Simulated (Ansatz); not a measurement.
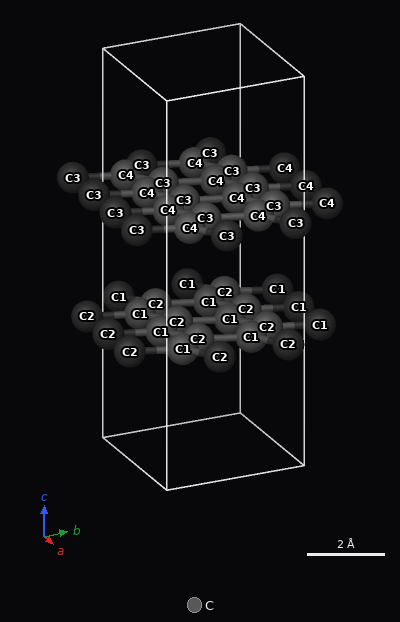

**Figure 1.** The starting structure (ball-and-stick view of the 3 × 2 repeat of the cell, with the vacuum cut short, seen slightly off an axis; neighbours outside the cell are drawn fainter; atoms are numbered from 1 in the order of the input). An atom can appear more than once, as a periodic image.

**Geometry relaxation of C (part 1 of 2)**

- system: C (slab, 4 atoms in the cell)
- method: DFT PBE+D3(BJ), scalar-relativistic, plane waves, PAW, PAW set soft_1, no spin polarisation (Ansatz 0.2.0)

The structure derives from an entry of the Crystallography Open Database. The input holds or restrains some coordinates. Forces given for the steps count only the free coordinates. Figures and captions count atoms from 1; the log counts them from 0 in places.

What the program printed:
```
Engine: ansatz 0.2.0, x86_64-unknown-linux-gnu
Pseudopotentials: kind: paw
Pseudopotential: C, paw, valence charge 4, recommended cutoff 420 eV (normal), [file]
Functional definition: PBE
  parameter kappa = 0.804
  parameter beta = 0.06672455060314922
  exchange = pbe_x(kappa = kappa, mu = beta*pi^2/3)
  correlation = pbe_c(beta = beta)
Crystal: 4 atoms, lattice volume = 92.137 Å³
Basis set: ecut = 420 eV, 1745 PW (Γ), exchange–correlation on 36×36×240 points (8 copies of the dense FFT grid, shifted against one another)
Bands: 12, of which v1, the nominal top of the filled ones, is band 8 counted from 1 (7 counted from 0)
Symmetry: 1 space group operations
Space group: P1 (ITA 1), of the structure as read, at distance tolerance 4.5e-5 Å
k-points: 113 of 225 (time reversal used)
Non-local potential: C, projectors of the file, l = 0: 2, l = 1: 2, l = 2: 1
PAW form: soft (Blöchl's): semilocal exchange-correlation on the pseudo side does not see the compensation charge
PAW one-centre angular grid: C, 110 points (default); XC on 64 Gauss nodes
Initial density: superposition of atomic densities (neutral atoms: chi_scale 0, normalization atom)
Initial wavefunctions: pseudopotential atomic-orbital guess
Functional: x = pbe(κ = 0.804, μ = 0.2195149727645171), c = pbe(β = 0.06672455060314922)
SCF iter   1: F=—  HF=-1006.449242 eV  |F-HF|=—  |Δ(HF+E_count)|=         —  Δρ=7.90e-2  dr2=5.15e0  ethr=3.10e-3  p=-0.000 e·Å  D=-3.11e-8 V/Å  ΔV_dip=0.00 eV  dr2_dipole=8.69e-9  V_vac-E_F(+/−)=8.28/8.28 eV  ⟨swp⟩=6.3  Hψ=9379  notcnv=0
efield: sawtooth ramp at fractional position 0.8341 (placed from the atoms, in the widest stretch of the axis that holds none; the zero of the levels goes with the place), width 0.0400; the density the first Hamiltonian is built on has a dipole p = -0.000 e·Å; the dipole correction subtracts the counter field D = -3.11e-8 V/Å, which shifts the + side's vacuum level by +0.00 eV against the − side's; the planar-averaged density in the ramp window peaks in size at 3.0e-7 e/Å³
preconditioner: auto → none  [insulator: Δε(μ)=0.276 eV  Ē_g=16.293 eV  σ=0.100 eV  W_gap=0.95  n_scr=10 (ndim 8)  ℏωp=15.5 eV  f_vac=0.573  D(μ)=0.03/eV (n_scr^D=0)  ε∞_Penn≈1.9]
SCF iter   2: F=—  HF=-1004.347124 eV  |F-HF|=—  |Δ(HF+E_count)|=    2.10e0  Δρ=2.86e-2  dr2=4.45e-1  ethr=3.10e-3  p=-0.000 e·Å  D=-9.24e-5 V/Å  ΔV_dip=0.00 eV  dr2_dipole=9.78e-8  V_vac-E_F(+/−)=5.16/5.15 eV  ⟨swp⟩=3.0  Hψ=4016  notcnv=0
SCF iter   3: F=—  HF=-1004.214483 eV  |F-HF|=—  |Δ(HF+E_count)|=   1.33e-1  Δρ=5.53e-3  dr2=1.14e-2  ethr=2.78e-3  p=0.000 e·Å  D=4.33e-4 V/Å  ΔV_dip=-0.01 eV  dr2_dipole=1.81e-6  V_vac-E_F(+/−)=4.29/4.30 eV  ⟨swp⟩=3.1  Hψ=3475  notcnv=0
SCF iter   4: F=—  HF=-1004.219023 eV  |F-HF|=—  |Δ(HF+E_count)|=   4.54e-3  Δρ=1.71e-3  dr2=1.35e-2  ethr=7.12e-5  p=-0.001 e·Å  D=-2.21e-3 V/Å  ΔV_dip=0.04 eV  dr2_dipole=4.75e-5  V_vac-E_F(+/−)=4.15/4.11 eV  ⟨swp⟩=2.8  Hψ=2956  notcnv=0
SCF iter   5: F=—  HF=-1004.215261 eV  |F-HF|=—  |Δ(HF+E_count)|=   3.76e-3  Δρ=1.61e-4  dr2=1.78e-4  ethr=7.12e-5  p=0.001 e·Å  D=2.64e-3 V/Å  ΔV_dip=-0.05 eV  dr2_dipole=6.58e-5  V_vac-E_F(+/−)=4.27/4.32 eV  ⟨swp⟩=2.1  Hψ=2119  notcnv=0
SCF iter   6: F=—  HF=-1004.215287 eV  |F-HF|=—  |Δ(HF+E_count)|=   2.60e-5  Δρ=1.27e-4  dr2=9.22e-5  ethr=1.11e-6  p=-0.001 e·Å  D=-1.90e-3 V/Å  ΔV_dip=0.03 eV  dr2_dipole=3.46e-5  V_vac-E_F(+/−)=4.30/4.27 eV  ⟨swp⟩=2.4  Hψ=2273  notcnv=0
SCF iter   7: F=—  HF=-1004.215271 eV  |F-HF|=—  |Δ(HF+E_count)|=   1.55e-5  Δρ=5.95e-5  dr2=1.19e-5  ethr=5.77e-7  p=-0.000 e·Å  D=-6.60e-4 V/Å  ΔV_dip=0.01 eV  dr2_dipole=4.26e-6  V_vac-E_F(+/−)=4.29/4.28 eV  ⟨swp⟩=1.3  Hψ=1403  notcnv=0
SCF iter   8: F=—  HF=-1004.215270 eV  |F-HF|=—  |Δ(HF+E_count)|=   8.84e-7  Δρ=1.37e-5  dr2=3.80e-7  ethr=7.42e-8  p=-0.000 e·Å  D=-1.21e-4 V/Å  ΔV_dip=0.00 eV  dr2_dipole=1.22e-7  V_vac-E_F(+/−)=4.28/4.28 eV  ⟨swp⟩=2.8  Hψ=1977  notcnv=0
iter 9 did not close the SCF: its close was put off until two iterations running show no level that it waits for move by more than its bar (scf_convergence_deferred on its scf_iter line)
SCF iter   9: F=-1004.215271 eV  HF=-1004.215271 eV  |F-HF|=5.77e-9  |Δ(HF+E_count)|=   4.39e-8  Δρ=3.44e-6  dr2=1.05e-8  ethr=1.41e-9  p=-0.000 e·Å  D=-2.00e-5 V/Å  ΔV_dip=0.00 eV  dr2_dipole=1.37e-9  V_vac-E_F(+/−)=4.28/4.28 eV  ⟨swp⟩=8.7  Hψ=8593  notcnv=0
iter 10 did not close the SCF: its close was put off until two iterations running show no level that it waits for move by more than its bar (scf_convergence_deferred on its scf_iter line)
SCF iter  10: F=-1004.215271 eV  HF=-1004.215271 eV  |F-HF|=3.45e-10  |Δ(HF+E_count)|=  3.39e-10  Δρ=1.10e-6  dr2=8.02e-10  ethr=6.58e-11  p=-0.000 e·Å  D=-2.92e-6 V/Å  ΔV_dip=0.00 eV  dr2_dipole=7.65e-12  V_vac-E_F(+/−)=4.28/4.28 eV  ⟨swp⟩=1.8  Hψ=4392  notcnv=0
SCF iter  11: F=-1004.215271 eV  HF=-1004.215271 eV  |F-HF|=1.89e-11  |Δ(HF+E_count)|=  1.44e-11  Δρ=3.61e-7  dr2=7.94e-11  ethr=5.01e-12  p=0.000 e·Å  D=1.77e-7 V/Å  ΔV_dip=-0.00 eV  dr2_dipole=3.89e-13  V_vac-E_F(+/−)=4.28/4.28 eV  ⟨swp⟩=1.0  Hψ=4020  notcnv=0
SCF 1 converged in 11 iterations: F = -1004.215271 eV  dr2 = 7.94e-11
  greatest PAW one-centre occupation: 0.673 electrons in one spin orbital (limit 2), on the C atom at site 2 (counted from 0), in its partial waves of l = 0
relax step   1: F+E_penalty+E_count = -1004.21527051 eV  Δ(F+E_penalty+E_count) = +0.000e0 eV  max|allowed force component| = 2.040e-2 eV/Å  Δτ_max = 0.0000 Å  (11 SCF iters, dr2 threshold 2.25e-7 eV, accepted)
Initial density: handed on by an earlier stage of this run
Initial wavefunctions: those handed on with the density
iter 1 solved again at ethr=1.33e-3 eV; its pass at ethr=3.10e-3 eV (dr2=2.12e-1 eV) is discarded
SCF iter   1: F=—  HF=-1004.279688 eV  |F-HF|=—  |Δ(HF+E_count)|=         —  Δρ=1.59e-2  dr2=2.10e-1  ethr=1.33e-3  p=-0.000 e·Å  D=-1.05e-6 V/Å  ΔV_dip=0.00 eV  dr2_dipole=6.42e-3  V_vac-E_F(+/−)=4.27/4.27 eV  ⟨swp⟩=1.0  Hψ=8414  notcnv=0
efield: sawtooth ramp at fractional position 0.8341 (handed on by an earlier solve), width 0.0400; the density the first Hamiltonian is built on has a dipole p = -0.000 e·Å; the dipole correction subtracts the counter field D = -1.05e-6 V/Å, which shifts the + side's vacuum level by +0.00 eV against the − side's; the planar-averaged density in the ramp window peaks in size at 7.5e-7 e/Å³
preconditioner: auto → none  [insulator: Δε(μ)=0.294 eV  Ē_g=14.932 eV  σ=0.100 eV  W_gap=0.96  n_scr=10 (ndim 8)  ℏωp=15.5 eV  f_vac=0.589  D(μ)=0.02/eV (n_scr^D=0)  ε∞_Penn≈2.1]
SCF iter   2: F=—  HF=-1004.241002 eV  |F-HF|=—  |Δ(HF+E_count)|=   3.87e-2  Δρ=5.27e-3  dr2=8.07e-2  ethr=1.31e-3  p=-0.040 e·Å  D=-7.94e-2 V/Å  ΔV_dip=1.39 eV  dr2_dipole=2.50e-2  V_vac-E_F(+/−)=5.32/3.93 eV  ⟨swp⟩=3.3  Hψ=4288  notcnv=0
SCF iter   3: F=—  HF=-1004.221200 eV  |F-HF|=—  |Δ(HF+E_count)|=   1.98e-2  Δρ=4.21e-3  dr2=2.50e-2  ethr=5.05e-4  p=0.010 e·Å  D=2.06e-2 V/Å  ΔV_dip=-0.36 eV  dr2_dipole=6.81e-3  V_vac-E_F(+/−)=4.16/4.52 eV  ⟨swp⟩=3.1  Hψ=4264  notcnv=0
SCF iter   4: F=—  HF=-1004.216426 eV  |F-HF|=—  |Δ(HF+E_count)|=   4.77e-3  Δρ=2.29e-3  dr2=4.40e-3  ethr=1.56e-4  p=-0.005 e·Å  D=-1.04e-2 V/Å  ΔV_dip=0.18 eV  dr2_dipole=6.14e-4  V_vac-E_F(+/−)=4.34/4.15 eV  ⟨swp⟩=2.8  Hψ=2714  notcnv=0
SCF iter   5: F=—  HF=-1004.215595 eV  |F-HF|=—  |Δ(HF+E_count)|=   8.31e-4  Δρ=9.82e-4  dr2=4.36e-4  ethr=2.75e-5  p=-0.001 e·Å  D=-1.69e-3 V/Å  ΔV_dip=0.03 eV  dr2_dipole=1.54e-5  V_vac-E_F(+/−)=4.28/4.25 eV  ⟨swp⟩=1.4  Hψ=2077  notcnv=0
SCF iter   6: F=—  HF=-1004.215595 eV  |F-HF|=—  |Δ(HF+E_count)|=   7.42e-7  Δρ=2.52e-4  dr2=2.80e-5  ethr=2.73e-6  p=-0.000 e·Å  D=-6.71e-4 V/Å  ΔV_dip=0.01 eV  dr2_dipole=4.16e-6  V_vac-E_F(+/−)=4.27/4.26 eV  ⟨swp⟩=2.2  Hψ=1891  notcnv=0
SCF iter   7: F=—  HF=-1004.215633 eV  |F-HF|=—  |Δ(HF+E_count)|=   3.81e-5  Δρ=4.08e-5  dr2=1.29e-6  ethr=1.75e-7  p=0.000 e·Å  D=7.79e-5 V/Å  ΔV_dip=-0.00 eV  dr2_dipole=1.28e-7  V_vac-E_F(+/−)=4.27/4.27 eV  ⟨swp⟩=2.2  Hψ=1893  notcnv=0
SCF iter   8: F=—  HF=-1004.215633 eV  |F-HF|=—  |Δ(HF+E_count)|=   1.56e-7  Δρ=1.08e-5  dr2=5.58e-7  ethr=8.06e-9  p=-0.000 e·Å  D=-1.21e-4 V/Å  ΔV_dip=0.00 eV  dr2_dipole=1.85e-7  V_vac-E_F(+/−)=4.27/4.27 eV  ⟨swp⟩=2.5  Hψ=2105  notcnv=0
SCF iter   9: F=—  HF=-1004.215633 eV  |F-HF|=—  |Δ(HF+E_count)|=   7.83e-8  Δρ=4.79e-6  dr2=1.64e-7  ethr=3.49e-9  p=-0.000 e·Å  D=-6.57e-5 V/Å  ΔV_dip=0.00 eV  dr2_dipole=5.57e-8  V_vac-E_F(+/−)=4.27/4.27 eV  ⟨swp⟩=1.0  Hψ=1356  notcnv=0
SCF iter  10: F=-1004.215633 eV  HF=-1004.215633 eV  |F-HF|=1.58e-8  |Δ(HF+E_count)|=   3.20e-8  Δρ=1.66e-6  dr2=1.28e-8  ethr=1.63e-10  p=-0.000 e·Å  D=-1.77e-5 V/Å  ΔV_dip=0.00 eV  dr2_dipole=3.90e-9  V_vac-E_F(+/−)=4.27/4.27 eV  ⟨swp⟩=5.4  Hψ=6102  notcnv=0
SCF 2 converged in 10 iterations: F = -1004.215633 eV  dr2 = 1.28e-8
  greatest PAW one-centre occupation: 0.673 electrons in one spin orbital (limit 2), on the C atom at site 0 (counted from 0), in its partial waves of l = 0
relax step   2: F+E_penalty+E_count = -1004.21563257 eV  Δ(F+E_penalty+E_count) = -3.621e-4 eV  max|allowed force component| = 2.222e-2 eV/Å  Δτ_max = 0.1073 Å  (10 SCF iters, dr2 threshold 2.60e-8 eV, accepted)
SCF iter   1: F=—  HF=-1004.224473 eV  |F-HF|=—  |Δ(HF+E_count)|=         —  Δρ=5.76e-3  dr2=2.76e-2  ethr=1.70e-3  p=-0.000 e·Å  D=-1.67e-5 V/Å  ΔV_dip=0.00 eV  dr2_dipole=7.70e-4  V_vac-E_F(+/−)=4.27/4.27 eV  ⟨swp⟩=3.4  Hψ=5048  notcnv=0
efield: sawtooth ramp at fractional position 0.8341 (handed on by an earlier solve), width 0.0400; the density the first Hamiltonian is built on has a dipole p = -0.000 e·Å; the dipole correction subtracts the counter field D = -1.67e-5 V/Å, which shifts the + side's vacuum level by +0.00 eV against the − side's; the planar-averaged density in the ramp window peaks in size at 1.8e-7 e/Å³
preconditioner: auto → none  [insulator: Δε(μ)=0.323 eV  Ē_g=14.948 eV  σ=0.100 eV  W_gap=0.98  n_scr=10 (ndim 8)  ℏωp=15.5 eV  f_vac=0.593  D(μ)=0.01/eV (n_scr^D=0)  ε∞_Penn≈2.1]
SCF iter   2: F=—  HF=-1004.219291 eV  |F-HF|=—  |Δ(HF+E_count)|=   5.18e-3  Δρ=1.91e-3  dr2=1.34e-2  ethr=1.73e-4  p=0.014 e·Å  D=2.75e-2 V/Å  ΔV_dip=-0.48 eV  dr2_dipole=4.44e-3  V_vac-E_F(+/−)=3.90/4.38 eV  ⟨swp⟩=2.0  Hψ=3255  notcnv=0
SCF iter   3: F=—  HF=-1004.217539 eV  |F-HF|=—  |Δ(HF+E_count)|=   1.75e-3  Δρ=1.73e-3  dr2=7.46e-3  ethr=8.40e-5  p=-0.006 e·Å  D=-1.25e-2 V/Å  ΔV_dip=0.22 eV  dr2_dipole=2.43e-3  V_vac-E_F(+/−)=4.35/4.13 eV  ⟨swp⟩=2.8  Hψ=3065  notcnv=0
SCF iter   4: F=—  HF=-1004.216048 eV  |F-HF|=—  |Δ(HF+E_count)|=   1.49e-3  Δρ=9.96e-4  dr2=7.20e-4  ethr=4.66e-5  p=-0.000 e·Å  D=-3.64e-4 V/Å  ΔV_dip=0.01 eV  dr2_dipole=4.80e-5  V_vac-E_F(+/−)=4.28/4.27 eV  ⟨swp⟩=1.7  Hψ=1524  notcnv=0
SCF iter   5: F=—  HF=-1004.215916 eV  |F-HF|=—  |Δ(HF+E_count)|=   1.32e-4  Δρ=3.90e-4  dr2=6.60e-5  ethr=4.50e-6  p=-0.000 e·Å  D=-3.07e-4 V/Å  ΔV_dip=0.01 eV  dr2_dipole=4.73e-6  V_vac-E_F(+/−)=4.27/4.27 eV  ⟨swp⟩=2.4  Hψ=1894  notcnv=0
SCF iter   6: F=—  HF=-1004.215913 eV  |F-HF|=—  |Δ(HF+E_count)|=   2.83e-6  Δρ=9.69e-5  dr2=2.81e-6  ethr=4.13e-7  p=-0.000 e·Å  D=-1.61e-4 V/Å  ΔV_dip=0.00 eV  dr2_dipole=1.45e-7  V_vac-E_F(+/−)=4.27/4.27 eV  ⟨swp⟩=2.2  Hψ=2080  notcnv=0
SCF iter   7: F=—  HF=-1004.215915 eV  |F-HF|=—  |Δ(HF+E_count)|=   2.14e-6  Δρ=1.28e-5  dr2=7.11e-8  ethr=1.75e-8  p=-0.000 e·Å  D=-3.59e-5 V/Å  ΔV_dip=0.00 eV  dr2_dipole=1.08e-8  V_vac-E_F(+/−)=4.27/4.27 eV  ⟨swp⟩=2.1  Hψ=2132  notcnv=0
iter 8 did not close the SCF: its close was put off until two iterations running show no level that it waits for move by more than its bar (scf_convergence_deferred on its scf_iter line)
SCF iter   8: F=-1004.215915 eV  HF=-1004.215915 eV  |F-HF|=7.50e-12  |Δ(HF+E_count)|=   2.56e-8  Δρ=1.06e-6  dr2=6.67e-10  ethr=1.93e-10  p=-0.000 e·Å  D=-4.06e-7 V/Å  ΔV_dip=0.00 eV  dr2_dipole=4.79e-11  V_vac-E_F(+/−)=4.27/4.27 eV  ⟨swp⟩=8.2  Hψ=7344  notcnv=0
iter 9 did not close the SCF: its close was put off until two iterations running show no level that it waits for move by more than its bar (scf_convergence_deferred on its scf_iter line)
SCF iter   9: F=-1004.215915 eV  HF=-1004.215915 eV  |F-HF|=1.34e-10  |Δ(HF+E_count)|=  3.29e-10  Δρ=4.81e-7  dr2=1.84e-10  ethr=4.17e-12  p=-0.000 e·Å  D=-5.00e-7 V/Å  ΔV_dip=0.00 eV  dr2_dipole=5.70e-13  V_vac-E_F(+/−)=4.27/4.27 eV  ⟨swp⟩=1.4  Hψ=4147  notcnv=0
SCF iter  10: F=-1004.215915 eV  HF=-1004.215915 eV  |F-HF|=2.27e-13  |Δ(HF+E_count)|=  4.40e-11  Δρ=7.02e-8  dr2=4.03e-12  ethr=1.15e-12  p=-0.000 e·Å  D=-3.49e-7 V/Å  ΔV_dip=0.00 eV  dr2_dipole=5.58e-13  V_vac-E_F(+/−)=4.27/4.27 eV  ⟨swp⟩=1.5  Hψ=4107  notcnv=0
SCF 3 converged in 10 iterations: F = -1004.215915 eV  dr2 = 4.03e-12
relax step   3: F+E_penalty+E_count = -1004.21591501 eV  Δ(F+E_penalty+E_count) = -2.824e-4 eV  max|allowed force component| = 1.342e-3 eV/Å  Δτ_max = 0.0385 Å  (10 SCF iters, dr2 threshold 3.09e-8 eV, accepted)
iter 1 solved again at ethr=1.00e-12 eV; its pass at ethr=3.10e-3 eV (dr2=9.17e-11 eV) is discarded
```
